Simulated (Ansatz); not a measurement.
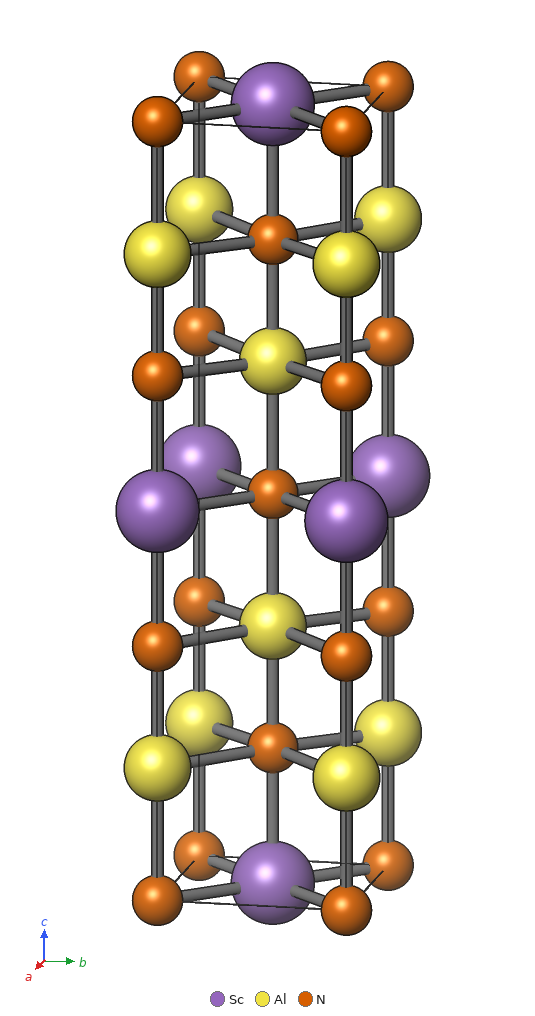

The crystal in a ball-and-stick representation, seen slightly off an axis. One conventional unit cell is framed, with atoms on its boundary repeated. Cell: a = 3.03 Å, b = 3.03 Å, c = 12.56 Å, α = 90.00°, β = 90.00°, γ = 90.00°.

The structure comes from a structure type filled with these elements by a generator (whether the compound takes this form wasn't checked). Earlier steps of the study may have refined or changed the cell and positions. A calculation with Ansatz used it as input.

What can be read from this drawing?

Its composition is ScAl$_{2}$N$_{3}$. The symmetry is that of I4/mmm (No. 139), on a body-centred tetragonal lattice. Cell content 2 Sc, 4 Al, 6 N; Z = 2. Around each Sc lie six N in an octahedral arrangement at about 2.1 Å. The coordination shell of Al holds six N in a distorted octahedral arrangement at about 2.0 to 2.1 Å. N takes two kinds of site: 2a with four Sc and two Al in an octahedral arrangement (about 2.1 Å to Sc, 2.1 Å to Al); 4e with five Al and one Sc in a distorted octahedral arrangement (about 2.0 to 2.1 Å to Al, 2.2 Å to Sc). The bonds build a three-dimensional framework.

All computed values are from DFT PBE, scalar-relativistic, plane waves, PAW (Ansatz). Settings: a kinetic-energy cutoff of 420 eV, k-points about 0.24 Å⁻¹ apart, Gaussian smearing of 0.02 eV, no spin polarisation.

How large a gap does the method give, if there is one?

A semiconductor at this level, with a gap of 0.73 eV, indirect.

Predict the Bader charges.

Sc +1.82 e; Al +2.44 e; N -2.35 to -2.01 e.

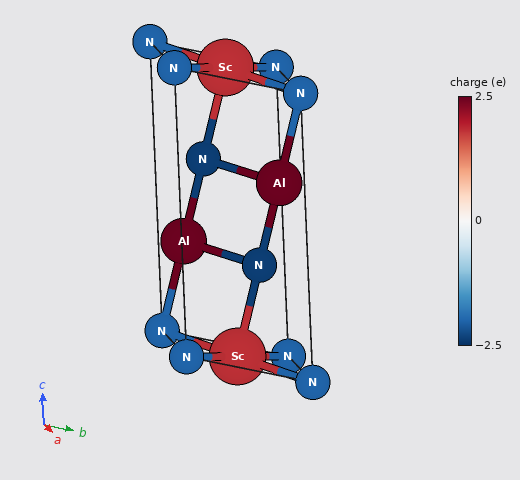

The atoms coloured by those charges. The run's cell of 6 atoms is drawn in a reduced setting, so axes and origin can differ from the first picture.

Are forces and stress small enough to call this relaxed?

Yes. All forces vanish to within 0.01 eV/Å. The pressure is 0.0 GPa, close to zero.
